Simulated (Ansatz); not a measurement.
Mo: single-point calculation (part 2 of 2)

Mo (slab, 20 atoms in the cell); DFT PBE+D3(BJ), scalar-relativistic, plane waves, PAW, no spin polarisation (Ansatz 0.2.0); cutoff 420 eV, 3×3×1 k-mesh, Gaussian smearing of 0.1 eV. The structure derives from an entry of the Crystallography Open Database. It belongs to a series of runs on one base structure; here: the slab at its places in the relaxed adsorbed structure.

Geometry of the input (Å; fractional positions):
```
6.2604  0.0000  0.0000
0.0000  6.2604  0.0000
0.0000  0.0000  26.6618
Mo 0.2500  0.7500  0.3001
Mo 0.2500  0.2500  0.3001
Mo 0.7500  0.7500  0.3001
Mo 0.7500  0.2500  0.3001
Mo 0.5000  0.5000  0.3588
Mo 0.5000  0.0000  0.3588
Mo 0.0000  0.5000  0.3588
Mo 0.0000  0.0000  0.3588
Mo 0.7511  0.2514  0.4169
Mo 0.7514  0.7496  0.4178
Mo 0.2496  0.2522  0.4172
Mo 0.2495  0.7500  0.4170
Mo 0.0029  0.0006  0.4764
Mo -0.0026  0.4991  0.4770
Mo 0.5023  0.0038  0.4738
Mo 0.4972  0.5022  0.4749
Mo 0.2457  0.7523  0.5319
Mo 0.2902  0.2391  0.5349
Mo 0.7238  0.7648  0.5375
Mo 0.7493  0.2625  0.5332
```

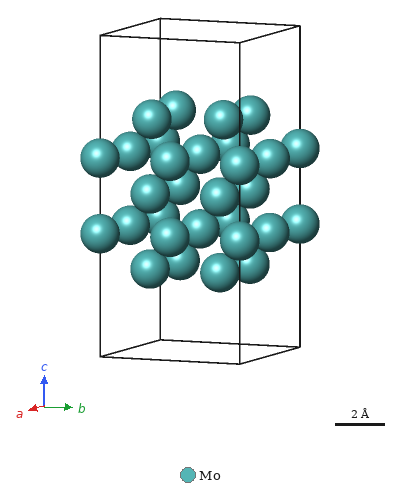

Figure 1. The input geometry (spheres-only view of the cell of the calculation, with the vacuum cut short, seen slightly off an axis). An atom can appear more than once, as a periodic image.

What the program printed, continued:
```
--- Band table (eV; the first three rows and the last of 5) ---
  k-point 0: bands = ["-57.6533", "-57.5175", "-57.4848", "-57.4756", "-57.4396", "-57.3580", "-57.3513", "-57.3447", "-57.3415", "-57.3361", "-57.3205", "-57.3098", "-57.2323", "-57.2202", "-57.2187", "-57.2040", "-57.1929", "-57.1904", "-57.1647", "-57.1428", "-32.3124", "-32.2813", "-32.2647", "-32.2404", "-32.2345", "-32.2220", "-31.9385", "-31.9093", "-31.9081", "-31.8703", "-31.8599", "-31.8370", "-31.8093", "-31.7842", "-31.7563", "-31.7225", "-31.6507", "-31.5745", "-31.5565", "-31.5445",
      "-31.5352", "-31.5207", "-31.5011", "-31.4916", "-31.4887", "-31.4682", "-31.4648", "-31.3896", "-31.3804", "-31.3754", "-31.3597", "-31.3356", "-31.3344", "-31.3292", "-31.3202", "-31.3137", "-31.2486", "-31.2358", "-31.2248", "-31.1538", "-31.1214", "-31.1191", "-31.1156", "-31.1130", "-31.1027", "-31.0905", "-31.0883", "-31.0248", "-31.0122", "-30.9891", "-30.9781", "-30.9602", "-30.9545", "-30.9426", "-30.9256", "-30.9156", "-30.8971", "-30.8843", "-30.8718", "-30.8613",
      "-2.9928", "-1.6023", "-1.4119", "-1.3910", "-1.3862", "-1.3564", "-1.3454", "-1.3347", "-1.1826", "-1.1120", "-0.4637", "-0.4258", "-0.3111", "-0.0656", "-0.0001", "0.1667", "0.2027", "0.2068", "0.2162", "0.2240", "0.5643", "0.5677", "0.5816", "0.5981", "0.6027", "0.6112", "0.6204", "0.6923", "0.7402", "1.1853", "1.2180", "1.3434", "1.3465", "1.3774", "1.4320", "1.5336", "1.5595", "1.8861", "1.9024", "2.1449",
      "2.1873", "2.2753", "2.3574", "2.5023", "2.6131", "2.6430", "2.6734", "2.7111", "2.7544", "2.7913", "2.9910", "3.0288", "3.0935", "3.2630", "3.3538", "3.4216", "3.4555", "3.4826", "3.4980", "3.5345", "3.5391", "3.5747", "3.6040", "3.6915", "4.1569", "4.1936", "4.5393", "4.6110", "4.6900", "4.7544", "4.8028", "4.8493", "4.9323", "4.9649", "4.9913", "5.0193", "5.1034", "5.1791", "5.2378", "5.2983",
      "5.3321", "5.3558", "5.4996", "5.5490", "5.6002", "5.6486", "5.7108", "5.9595"]
  k-point 1: bands = ["-57.6238", "-57.5543", "-57.4915", "-57.4819", "-57.4201", "-57.3739", "-57.3485", "-57.3412", "-57.3381", "-57.3352", "-57.3258", "-57.3153", "-57.2157", "-57.2105", "-57.2087", "-57.1964", "-57.1954", "-57.1896", "-57.1741", "-57.1586", "-32.2295", "-32.2067", "-32.1908", "-32.1778", "-32.1683", "-32.1471", "-32.0256", "-32.0098", "-31.9906", "-31.9751", "-31.8557", "-31.8171", "-31.7865", "-31.7657", "-31.7569", "-31.7346", "-31.7105", "-31.6902", "-31.6680", "-31.6118",
      "-31.5173", "-31.4993", "-31.4875", "-31.4849", "-31.4692", "-31.4561", "-31.4204", "-31.4050", "-31.3926", "-31.3848", "-31.3767", "-31.3554", "-31.3411", "-31.3370", "-31.2682", "-31.2551", "-31.2432", "-31.2366", "-31.1815", "-31.1579", "-31.1229", "-31.1162", "-31.0840", "-31.0640", "-31.0538", "-31.0488", "-31.0374", "-31.0270", "-31.0163", "-31.0080", "-30.9903", "-30.9787", "-30.9696", "-30.9591", "-30.9444", "-30.9319", "-30.9250", "-30.9024", "-30.8898", "-30.8768",
      "-2.4474", "-1.4111", "-1.2514", "-1.2011", "-1.1276", "-0.9436", "-0.8743", "-0.8311", "-0.8241", "-0.8034", "-0.7891", "-0.2630", "-0.1879", "-0.0792", "-0.0320", "0.0274", "0.0380", "0.0981", "0.1458", "0.2233", "0.2521", "0.3521", "0.4323", "0.5205", "0.6148", "0.7415", "0.7563", "0.8074", "0.9063", "0.9336", "0.9586", "1.2388", "1.3003", "1.5363", "1.6173", "1.6795", "1.7140", "1.7748", "1.8689", "1.9270",
      "2.0682", "2.1843", "2.2508", "2.4122", "2.4464", "2.4750", "2.5239", "2.5432", "2.5998", "2.6454", "2.7946", "2.8140", "2.8540", "2.8768", "2.9644", "3.2494", "3.3713", "3.5126", "3.6509", "3.7292", "3.7567", "3.8014", "3.8730", "3.9227", "3.9636", "4.0760", "4.1304", "4.2106", "4.3640", "4.3863", "4.5249", "4.5953", "4.6455", "4.7110", "4.7459", "4.7611", "4.8686", "4.8885", "4.9509", "4.9874",
      "5.0363", "5.0755", "5.1012", "5.1774", "5.2278", "5.2955", "5.3635", "5.4891"]
  k-point 2: bands = ["-57.6241", "-57.5544", "-57.4923", "-57.4811", "-57.4199", "-57.3724", "-57.3497", "-57.3408", "-57.3397", "-57.3343", "-57.3237", "-57.3142", "-57.2252", "-57.2109", "-57.2088", "-57.1961", "-57.1907", "-57.1898", "-57.1725", "-57.1581", "-32.2376", "-32.2065", "-32.1873", "-32.1838", "-32.1713", "-32.1443", "-32.0402", "-32.0055", "-31.9936", "-31.9533", "-31.8323", "-31.8166", "-31.7893", "-31.7733", "-31.7424", "-31.7355", "-31.7277", "-31.6816", "-31.6574", "-31.6179",
      "-31.5279", "-31.5025", "-31.4886", "-31.4851", "-31.4781", "-31.4552", "-31.4224", "-31.4021", "-31.3893", "-31.3830", "-31.3746", "-31.3636", "-31.3412", "-31.3356", "-31.2761", "-31.2547", "-31.2447", "-31.2381", "-31.1837", "-31.1522", "-31.1306", "-31.1067", "-31.0765", "-31.0605", "-31.0563", "-31.0517", "-31.0364", "-31.0298", "-31.0122", "-31.0035", "-30.9920", "-30.9797", "-30.9719", "-30.9592", "-30.9458", "-30.9297", "-30.9192", "-30.9079", "-30.8956", "-30.8735",
      "-2.4474", "-1.4126", "-1.2994", "-1.1730", "-1.1188", "-0.9275", "-0.8740", "-0.8320", "-0.8257", "-0.8178", "-0.7872", "-0.2620", "-0.2009", "-0.0992", "-0.0125", "0.0243", "0.0451", "0.1156", "0.1459", "0.2215", "0.2607", "0.3616", "0.4859", "0.5144", "0.6178", "0.7246", "0.7897", "0.8128", "0.8966", "0.9184", "0.9446", "1.2320", "1.3711", "1.5264", "1.5953", "1.6719", "1.7300", "1.7959", "1.8585", "1.9416",
      "2.0723", "2.1513", "2.2651", "2.4011", "2.4368", "2.4536", "2.4859", "2.5585", "2.5964", "2.6823", "2.7704", "2.8194", "2.8522", "2.8938", "2.9581", "3.2379", "3.3240", "3.5828", "3.6867", "3.7268", "3.7637", "3.7937", "3.8311", "3.8941", "3.9580", "4.0234", "4.1120", "4.2207", "4.3201", "4.3943", "4.5196", "4.5532", "4.6107", "4.7274", "4.7326", "4.7671", "4.8930", "4.9209", "4.9725", "4.9987",
      "5.0363", "5.0817", "5.1206", "5.1586", "5.2702", "5.2940", "5.3555", "5.4792"]
  k-point 4: bands = ["-57.5987", "-57.5499", "-57.5207", "-57.4999", "-57.4028", "-57.3688", "-57.3570", "-57.3438", "-57.3383", "-57.3316", "-57.3297", "-57.3188", "-57.2120", "-57.2055", "-57.1998", "-57.1954", "-57.1901", "-57.1862", "-57.1808", "-57.1690", "-32.1801", "-32.1466", "-32.1336", "-32.1271", "-32.1089", "-32.0605", "-32.0285", "-32.0014", "-31.9762", "-31.9497", "-31.9384", "-31.9114", "-31.8300", "-31.7892", "-31.7403", "-31.7241", "-31.7101", "-31.7015", "-31.6824", "-31.6334",
      "-31.6216", "-31.5965", "-31.5733", "-31.5288", "-31.4691", "-31.4600", "-31.4466", "-31.4384", "-31.3853", "-31.3489", "-31.3433", "-31.3339", "-31.3151", "-31.3024", "-31.2819", "-31.2676", "-31.2038", "-31.1896", "-31.1756", "-31.1465", "-31.1246", "-31.1135", "-31.1027", "-31.0952", "-31.0702", "-31.0388", "-31.0249", "-31.0082", "-30.9989", "-30.9891", "-30.9829", "-30.9781", "-30.9749", "-30.9633", "-30.9467", "-30.9297", "-30.9247", "-30.9113", "-30.8963", "-30.8766",
      "-1.9401", "-0.9845", "-0.9591", "-0.8040", "-0.7388", "-0.6958", "-0.6873", "-0.6345", "-0.5942", "-0.4527", "-0.3909", "-0.3632", "0.0190", "0.0254", "0.0753", "0.1628", "0.1964", "0.2541", "0.3397", "0.3931", "0.4433", "0.4723", "0.5283", "0.5428", "0.7073", "0.7216", "0.7559", "0.8022", "0.8339", "0.8435", "1.0059", "1.1554", "1.2093", "1.3705", "1.4026", "1.4241", "1.4643", "1.5455", "1.5716", "1.6075",
      "1.6489", "1.6810", "1.7485", "1.8068", "1.8894", "1.9754", "2.0003", "2.1048", "2.1562", "2.6122", "2.6505", "2.6771", "2.8701", "3.0096", "3.0417", "3.1040", "3.1902", "3.2417", "3.4042", "3.4619", "3.5235", "3.5745", "3.6570", "3.7012", "3.7645", "3.8127", "3.9472", "4.1096", "4.3302", "4.3985", "4.4952", "4.5344", "4.5875", "4.6322", "4.6583", "4.7698", "4.8506", "4.8949", "4.9272", "4.9718",
      "5.0562", "5.1085", "5.1348", "5.1859", "5.2064", "5.2644", "5.4757", "5.5055"]
```

Key numbers:

```csv
quantity,value
outcome,converged
electrons treated,280
free energy,−99113.3040 eV
"work function, top face",4.00 eV
"work function, bottom face",3.95 eV
Fermi energy,3.598 eV
gap on the k-point mesh,none (metallic)
work function (upper face),4.00 eV
largest force (length of the vector),1.632 eV/Å
hardware,"4 threads of Arm Neoverse V2, 24 GiB of memory available, shared host"
wall time,32 s (CPU time 2.1 min)
peak memory,3.1 GiB
```
